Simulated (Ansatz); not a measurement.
# Single-point calculation, with input and output: Zn15Se17 (charge +1) (part 1 of 2)

System: Zn15Se17 (defect cell, 32 atoms in the cell, total charge +1).
Method: DFT, PBE, plane waves, PAW, spin-polarised (Ansatz 0.2.0).

The structure derives from a Materials Project entry.

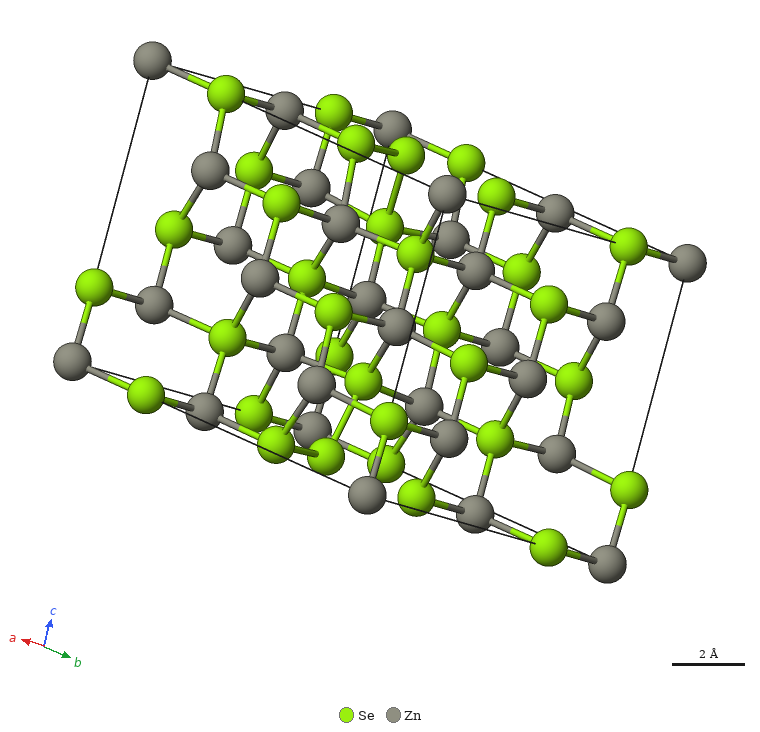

The structure as given in the input (ball-and-stick view of the cell of the calculation, seen at an oblique angle). An atom can appear more than once, as a periodic image. Near neighbours in the periodic cell (some may lie outside the picture): Se has 3 Se at 2.58 Å; Zn has 4 Se at 2.45 to 2.52 Å; Se has 3 Zn at 2.45 Å; Se has 4 Zn at 2.45 to 2.48 Å; Se has 1 Se at 2.58 Å and 3 Zn at 2.50 to 2.52 Å.

The input
```yaml
crystal:
  lattice:
    - [5.7317611761, 5.7317611761, -5.7317611761]
    - [-5.7317611761, 5.7317611761, 5.7317611761]
    - [5.7317611761, -5.7317611761, 5.7317611761]
  atoms:
    - { symbol: Se, position: [0.4995189694, 0.4504913943, 0.000655929], spin: 0.2 }
    - { symbol: Zn, position: [0.2390874678, 0.5037912373, 0.2499657045] }
    - { symbol: Zn, position: [-0.0017252958, 0.4977939282, 0.498999418] }
    - { symbol: Zn, position: [0.4995907003, 0.7547150593, 0.7521368025] }
    - { symbol: Zn, position: [0.7494553974, 0.503909497, 0.7402947846] }
    - { symbol: Zn, position: [0.2515211912, 0.7545603108, 0.0002072171] }
    - { symbol: Zn, position: [0.0096922926, 0.7640595825, 0.2604469426] }
    - { symbol: Zn, position: [0.4995644667, -0.0008615554, 0.5016246144] }
    - { symbol: Zn, position: [0.7600972393, 0.7643325692, 0.5104643959] }
    - { symbol: Zn, position: [0.2463647329, -0.0079541087, 0.7471612106] }
    - { symbol: Zn, position: [0.0008222839, -0.0009263843, 0.0002692221] }
    - { symbol: Zn, position: [0.4995687641, 0.2449739254, 0.253532695] }
    - { symbol: Zn, position: [0.7475815993, 0.0025849637, 0.2482299555] }
    - { symbol: Zn, position: [0.2497192666, 0.254045035, 0.4902928431] }
    - { symbol: Zn, position: [-0.0104785341, 0.2539727382, 0.7503598042] }
    - { symbol: Zn, position: [0.7527995994, 0.2452531829, 0.0003543813] }
    - { symbol: Se, position: [0.4995220115, 0.7573869268, 1.0001039392], spin: 0.2 }
    - { symbol: Se, position: [0.250604458, 0.7539959829, 0.2496192997] }
    - { symbol: Se, position: [-0.0026439007, 0.7471581753, 0.4979726672] }
    - { symbol: Se, position: [0.4995762814, 1.003131468, 0.7512097739] }
    - { symbol: Se, position: [0.7488432218, 0.7538788047, 0.7510437561] }
    - { symbol: Se, position: [0.2503972461, 1.0029649822, 1.0003054192] }
    - { symbol: Se, position: [-0.0019690613, 0.0030544972, 0.2494249183] }
    - { symbol: Se, position: [0.4995839137, 0.2495464248, 0.5027021867] }
    - { symbol: Se, position: [0.7485488301, 0.002987269, 0.4986052752] }
    - { symbol: Se, position: [0.226719119, 0.2306738824, 0.727501118], spin: 0.2 }
    - { symbol: Se, position: [0.0017882042, 0.2493745807, 0.0001916896] }
    - { symbol: Se, position: [0.4995876686, 0.503381635, 0.2728521073], spin: 0.2 }
    - { symbol: Se, position: [0.7487311014, 0.252127547, 0.2494467929] }
    - { symbol: Se, position: [0.2502813364, 0.5046253112, 0.5017943086] }
    - { symbol: Se, position: [0.001106319, 0.5045920668, 0.7509543048] }
    - { symbol: Se, position: [0.7725849892, 0.50350658, 0.0005021518], spin: 0.2 }
  host:
    lattice:
      - [0.0, 2.865880588, 2.865880588]
      - [2.865880588, 0.0, 2.865880588]
      - [2.865880588, 2.865880588, 0.0]
    atoms:
      - { symbol: Zn, position: [0.0, 0.0, 0.0] }
      - { symbol: Se, position: [0.75, 0.75, 0.75] }
total_charge: 1
basis:
  xc_grid: 2
kpoints:
  mp_grid: { grid: [1, 1, 1], shift: [0.5, 0.5, 0.5] }
hamiltonian:
  xc: pbe
  pseudopotentials: { kind: paw, source: ansatz }
scf:
  occupations: { method: gaussian, width: 0.01 }
  n_extra_bands: 8
output:
  forces: true
  eigenvalues: true
magnetization:
  spin_polarized: true
```

Run on 4 threads of Arm Neoverse V2, 24 GiB of memory available, shared host.

Run as:
```bash
ansatz run input.yaml --threads 4 --pin off --max-ram 10240MiB --backend cpu --events-out ev --progress --plain --runs-dir out
```

What the program printed
```
Warning: the band count 294 (scf.n_extra_bands) hosts the net moment |M| = 1.0000 μB (N_el = 571) but caps the reachable moment at 2·n_bands − N_el = 17.0000 μB, below the 344 bands that the automatic rule leaves for it — a moment growing past the seed, or the majority channel's smearing tail, pins there with fewer empty majority states than that count leaves; raise or omit scf.n_extra_bands unless the cap is intended
scf.n_extra_bands = 8 over 286 filled bands (N_el = 571.0): the run solves 294 bands
Engine: ansatz 0.2.0, aarch64-unknown-linux-gnu
Pseudopotentials: kind: paw
Pseudopotential: Se, paw, valence charge 16, recommended cutoff 580 eV (normal), Se.paw.azcp
Pseudopotential: Zn, paw, valence charge 20, recommended cutoff 660 eV (normal), Zn.paw.azcp
Functional definition: PBE
  parameter kappa = 0.804
  parameter beta = 0.06672455060314922
  exchange = pbe_x(kappa = kappa, mu = beta*pi^2/3)
  correlation = pbe_c(beta = beta)
Crystal: 32 atoms, lattice volume = 753.224 Å³
Basis set: ecut = 660 eV, 28897 PW (Γ), exchange–correlation on 180×180×180 points (8 copies of the dense FFT grid, shifted against one another)
Bands: 294, of which v1, the nominal top of the filled ones, is band 286 counted from 1 (285 counted from 0)
Symmetry: 1 space group operations
Space group: P1 (ITA 1), of the structure as read, at distance tolerance 9.1e-5 Å
Magnetic group: BNS 1.1 (UNI 1), of the structure as read, at distance tolerance 9.1e-5 Å
k-points: 1
Non-local potential: Se, projectors of the file, l = 0: 2, l = 1: 2, l = 2: 3, l = 3: 1
Non-local potential: Zn, projectors of the file, l = 0: 3, l = 1: 3, l = 2: 3, l = 3: 1
PAW form: soft (Blöchl's): semilocal exchange-correlation on the pseudo side does not see the compensation charge
PAW one-centre angular grid: Se, 590 points (default); XC on 64 Gauss nodes
PAW one-centre angular grid: Zn, 590 points (default); XC on 64 Gauss nodes
Initial density: superposition of atomic densities (chi_scale 0.1, normalization cell, long waves kept (reshape's long-wave potential 0.41 eV rms))
Starting moments: Σ|m| = 1 μB on 5 of 32 sites
Initial wavefunctions: pseudopotential atomic-orbital guess
Functional: x = pbe(κ = 0.804, μ = 0.2195149727645171), c = pbe(β = 0.06672455060314922)
SCF iter   1: F=—  HF=-205281.176035 eV  |F-HF|=—  |Δ(HF+E_count)|=         —  Δρ=5.89e-2 (↑5.89e-2 ↓5.74e-2)  dr2=1.14e2  dr2_m=1.61e-1  M=0.549 μB ∫|m|=0.565 μB  β_m=0.30  ethr=3.10e-3  ⟨swp⟩=6.0  Hψ=2280  notcnv=0
preconditioner: auto → Resta (q_TF=auto, 2.605 Å⁻¹)  ε∞=5.5  [insulator: Δε(μ)=0.011 eV  Ē_g=10.707 eV  σ=0.010 eV  W_gap=0.55  n_scr=224 (ndim 8)  ℏωp=22.7 eV  f_vac=0.137  D(μ)=84.97/eV (n_scr^D=1156)  ε∞_Penn≈5.5]
spin=Collinear: Resta preconditioning applied to the charge; magnetization (m = ρ↑ − ρ↓) channel mixes plain (no charge-response kernel on spin).
SCF iter   2: F=—  HF=-205257.575680 eV  |F-HF|=—  |Δ(HF+E_count)|=    2.36e1  Δρ=2.29e-2 (↑2.29e-2 ↓2.20e-2)  dr2=2.44e1  dr2_m=1.16e-1  M=0.999 μB ∫|m|=1.019 μB  β_m=0.30  ethr=3.10e-3  ⟨swp⟩=3.0  Hψ=1352  notcnv=0  defer=4
SCF iter   3: F=—  HF=-205251.570318 eV  |F-HF|=—  |Δ(HF+E_count)|=    6.01e0  Δρ=9.79e-3 (↑9.79e-3 ↓8.56e-3)  dr2=3.10e0  dr2_m=6.16e-2  M=1.000 μB ∫|m|=1.031 μB  β_m=0.30  ethr=3.10e-3  ⟨swp⟩=3.0  Hψ=1021  notcnv=0  defer=4
SCF iter   4: F=—  HF=-205250.235742 eV  |F-HF|=—  |Δ(HF+E_count)|=    1.33e0  Δρ=4.06e-3 (↑4.06e-3 ↓3.33e-3)  dr2=4.01e-1  dr2_m=3.44e-2  M=1.000 μB ∫|m|=1.040 μB  β_m=0.30  ethr=5.43e-4  ⟨swp⟩=3.0  Hψ=1329  notcnv=0  defer=4
SCF iter   5: F=—  HF=-205250.194035 eV  |F-HF|=—  |Δ(HF+E_count)|=   4.17e-2  Δρ=2.87e-3 (↑2.87e-3 ↓2.31e-3)  dr2=1.85e-1  dr2_m=1.83e-2  M=1.000 μB ∫|m|=1.050 μB  β_m=0.30  ethr=7.01e-5  ⟨swp⟩=3.0  Hψ=783  notcnv=0  defer=4
SCF iter   6: F=—  HF=-205250.202049 eV  |F-HF|=—  |Δ(HF+E_count)|=   8.01e-3  Δρ=1.60e-3 (↑1.40e-3 ↓1.60e-3)  dr2=3.52e-2  dr2_m=1.00e-2  M=1.000 μB ∫|m|=1.060 μB  β_m=0.30  ethr=3.24e-5  ⟨swp⟩=3.0  Hψ=971  notcnv=0  defer=4
SCF iter   7: F=—  HF=-205250.209334 eV  |F-HF|=—  |Δ(HF+E_count)|=   7.29e-3  Δρ=1.14e-3 (↑9.18e-4 ↓1.14e-3)  dr2=6.91e-3  dr2_m=5.37e-3  M=1.000 μB ∫|m|=1.067 μB  β_m=0.30  ethr=6.16e-6  ⟨swp⟩=3.0  Hψ=1053  notcnv=0  defer=4
Mixer restart at iter 7: flushing history
spin-set hold released at iteration 7 (site moments contracting): the magnetisation degrees of freedom join the quasi-Newton model from the next iteration; the mixer history was flushed
SCF iter   8: F=—  HF=-205250.212771 eV  |F-HF|=—  |Δ(HF+E_count)|=   3.44e-3  Δρ=7.88e-4 (↑6.32e-4 ↓7.88e-4)  dr2=3.27e-3  dr2_m=2.94e-3  M=1.000 μB ∫|m|=1.073 μB  β_m=0.54  ethr=1.21e-6  ⟨swp⟩=2.0  Hψ=1048  notcnv=0  defer=4
SCF iter   9: F=—  HF=-205250.219697 eV  |F-HF|=—  |Δ(HF+E_count)|=   6.93e-3  Δρ=3.38e-4 (↑3.01e-4 ↓3.38e-4)  dr2=1.23e-3  dr2_m=2.89e-4  M=1.000 μB ∫|m|=1.087 μB  β_m=0.54  ethr=5.72e-7  ⟨swp⟩=2.5  Hψ=1049  notcnv=0  defer=4
SCF iter  10: F=—  HF=-205250.220908 eV  |F-HF|=—  |Δ(HF+E_count)|=   1.21e-3  Δρ=7.89e-5 (↑7.78e-5 ↓7.89e-5)  dr2=2.75e-4  dr2_m=1.05e-5  M=1.000 μB ∫|m|=1.094 μB  β_m=0.77  ethr=2.15e-7  ⟨swp⟩=2.0  Hψ=1136  notcnv=0  defer=4
SCF iter  11: F=—  HF=-205250.221207 eV  |F-HF|=—  |Δ(HF+E_count)|=   2.98e-4  Δρ=3.10e-5 (↑2.82e-5 ↓3.10e-5)  dr2=4.42e-5  dr2_m=3.96e-7  M=1.000 μB ∫|m|=1.096 μB  β_m=0.78  ethr=4.81e-8  ⟨swp⟩=2.0  Hψ=1035  notcnv=0  defer=4
SCF iter  12: F=—  HF=-205250.222420 eV  |F-HF|=—  |Δ(HF+E_count)|=   1.21e-3  Δρ=1.42e-5 (↑1.07e-5 ↓1.42e-5)  dr2=5.66e-6  dr2_m=3.65e-7  M=1.000 μB ∫|m|=1.096 μB  β_m=0.81  ethr=7.74e-9  ⟨swp⟩=2.0  Hψ=1035  notcnv=0  defer=4
SCF iter  13: F=—  HF=-205250.222427 eV  |F-HF|=—  |Δ(HF+E_count)|=   6.74e-6  Δρ=4.61e-6 (↑4.22e-6 ↓4.61e-6)  dr2=3.36e-7  dr2_m=7.09e-8  M=1.000 μB ∫|m|=1.096 μB  β_m=0.90  ethr=9.91e-10  ⟨swp⟩=2.0  Hψ=1035  notcnv=0  defer=4
SCF iter  14: F=—  HF=-205250.222427 eV  |F-HF|=—  |Δ(HF+E_count)|=   6.10e-7  Δρ=4.23e-6 (↑4.15e-6 ↓4.23e-6)  dr2=2.54e-7  dr2_m=2.74e-9  M=1.000 μB ∫|m|=1.096 μB  β_m=0.72  ethr=1.75e-11  ⟨swp⟩=10.0  Hψ=3079  notcnv=0
SCF iter  15: F=—  HF=-205250.222427 eV  |F-HF|=—  |Δ(HF+E_count)|=   6.85e-8  Δρ=1.12e-6 (↑1.12e-6 ↓1.09e-6)  dr2=2.93e-8  dr2_m=7.98e-10  M=1.000 μB ∫|m|=1.096 μB  β_m=0.80  ethr=1.75e-11  ⟨swp⟩=2.0  Hψ=2240  notcnv=0
SCF iter  16: F=-205250.222427 eV  HF=-205250.222427 eV  |F-HF|=1.89e-9  |Δ(HF+E_count)|=   1.85e-8  Δρ=2.63e-7 (↑2.63e-7 ↓2.56e-7)  dr2=3.84e-9  dr2_m=4.08e-11  M=1.000 μB ∫|m|=1.096 μB  ethr=5.14e-12  ⟨swp⟩=3.0  Hψ=1714  notcnv=0
SCF 1 converged in 16 iterations: F = -205250.222427 eV  dr2 = 3.84e-9
  greatest PAW one-centre occupation: 0.999 electrons in one spin orbital (limit 2), on the Zn atom at site 11 (counted from 0), in its partial waves of l = 0
```

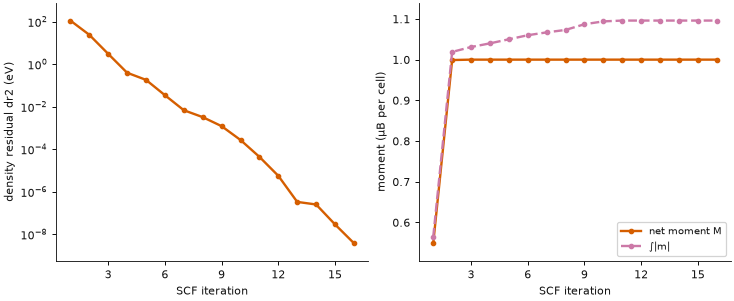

Convergence of the self-consistent field: density residual dr2 and magnetic moment against the SCF iteration. The residual falls at every step. The net moment goes from 0.5 to 1.0 μB per cell.

```
SCF converged after 16 iterations
Magnetization: 1.0000 μB (286.0000 up, 285.0000 down)
Absolute magnetization: 1.0862 μB (∫|ρ↑−ρ↓|, with the PAW one-centre terms)
Spin contamination: 0.0021 ħ² per cell (⟨S²⟩ above its minimum at these occupations)
Per-site moments (μB) at R_I (Å): [(0.2558954265195512, 1.0621879404763133), (0.0019243627685402208, 1.010393482341395), (0.0017123795277487093, 1.0167553419555275), (0.004139494645244504, 1.0119697660406766), (0.0019101922108297397, 1.0107349420143585), (0.0040723144306069, 1.0119507925108115), (0.0019479232205416516, 1.0106419938270508), (0.0017251290958727177, 1.0167450851095958), (0.0019286066068819679, 1.0102974788293924), (0.004099781325965552, 1.0144851578004406), (0.0017150020752722105, 1.016802248884733), (0.004184823299282388, 1.0142838814293416), (0.004063413975195314, 1.0120941248017414), (0.0019179474067833114, 1.0106338105830464), (0.0019502977220477568, 1.0106469943744405), (0.004090003139404765, 1.0143784557013509), (0.1964358244769663, 1.0119507925108115), (0.0016290207056952023, 1.010393482341395), (0.00020508436439127555, 1.0138529239293752), (0.01050222009426889, 1.0167450851095958), (0.0015316593419632356, 1.0107349420143585), (0.010528785597222751, 1.016802248884733), (0.0015663449631252834, 1.0106419938270508), (0.00021472682834440903, 1.0141335461050027), (0.0016299064358394392, 1.0102974788293924), (0.02260697658906033, 1.0336672587690097), (0.00020492623553170226, 1.0139071739681742), (0.022382917282073662, 1.0345173453070482), (0.010499413374830187, 1.0167553419555275), (0.0015495632318314814, 1.0106338105830464), (0.0015774508462040085, 1.0106469943744405), (0.02253356764828548, 1.0331903308761174)]
Free energy (F): -205250.222427 eV
Harris-Foulkes:  -205250.222427 eV  (|F-HF|=1.89e-9)
```
